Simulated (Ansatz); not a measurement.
Input

```
crystal:
  lattice:
    - [2.0952101487, 1.2096701433, 10.4336392274]
    - [-2.0952101487, 1.2096701433, 10.4336392274]
    - [0.0, -2.4193402867, 10.4336392274]
  atoms:
    - { symbol: Bi, position: [0.3956391243, 0.3956391243, 0.3956391243] }
    - { symbol: Bi, position: [0.6043608757, 0.6043608757, 0.6043608757] }
    - { symbol: Se, position: [0.0, 0.0, 0.0] }
    - { symbol: Se, position: [0.2211433265, 0.2211433265, 0.2211433265] }
    - { symbol: Se, position: [0.7788566735, 0.7788566735, 0.7788566735] }
basis:
  ecutwfc: 420
kpoints:
  mp_grid: { grid: [6, 6, 6] }
hamiltonian:
  xc: pbe
scf:
  occupations: { method: gaussian, width: 0.02 }
output:
  forces: true
  stress: true
  eigenvalues: true
  write_density: true
  write_potential: true
  elf: true
  volumetric_format: npy
relax:
  adjacent_minimum: "off"
  f_tol: 0.005
  max_steps: 80
  cell: { stress_tol: 0.05 }
```

Launched as:

```sh
ansatz run input.yaml --threads 2 --pin off --max-ram 6144MiB --backend cpu --events-out ev --progress --plain --runs-dir out
```

Below, planes, directions and counts refer to the conventional cell (a = 4.19 Å, b = 4.19 Å, c = 31.30 Å, α = 90.00°, β = 90.00°, γ = 120.00°).

The fields are those of the run's last geometry, not of the input's.

Space group R-3m.

All numbers below come from DFT PBE, scalar-relativistic, plane waves, PAW (Ansatz 0.2.0).

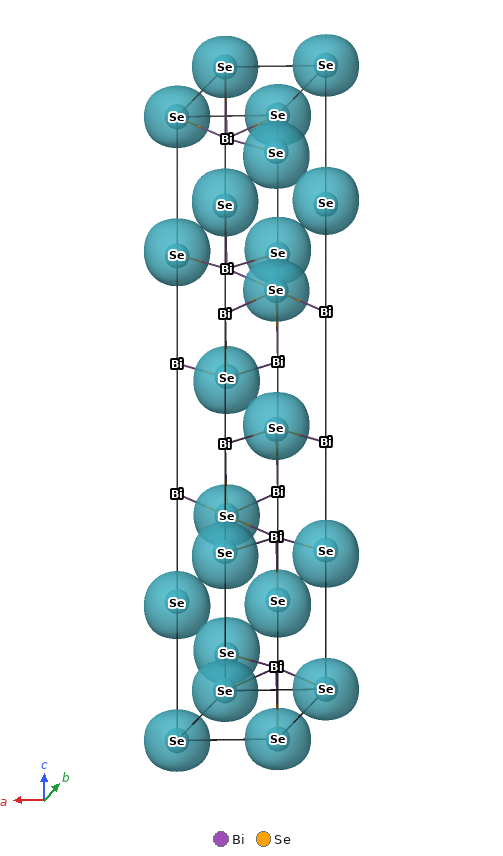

Bi₂Se₃. Isosurface of the ELF at 0.6 (cyan), seen at an oblique angle. Core shells and regions of very low density are left out. Sticks mark near contacts.

Core electrons are frozen (PAW), and the valence fields are smoothed inside the atomic spheres.

Question: Where are the electrons localised?

Answer: At this value the surface marks out nine regions wrapped around Se (the valence shell of each), counted in one cell of 15 atoms. Regions shared between cells count once. Along the contacts the grid gives the following. Bi–Se (2.88 Å): the ELF is about 0.45 at the midpoint and 0.35 at its lowest between the atoms. Bi–Se (3.11 Å): the ELF is about 0.30 at the midpoint.

Question: Does the calculation give a band gap?

Answer: It is gapped, with a Kohn–Sham gap of 0.69 eV on the k-point mesh, an upper bound to the gap of this method.
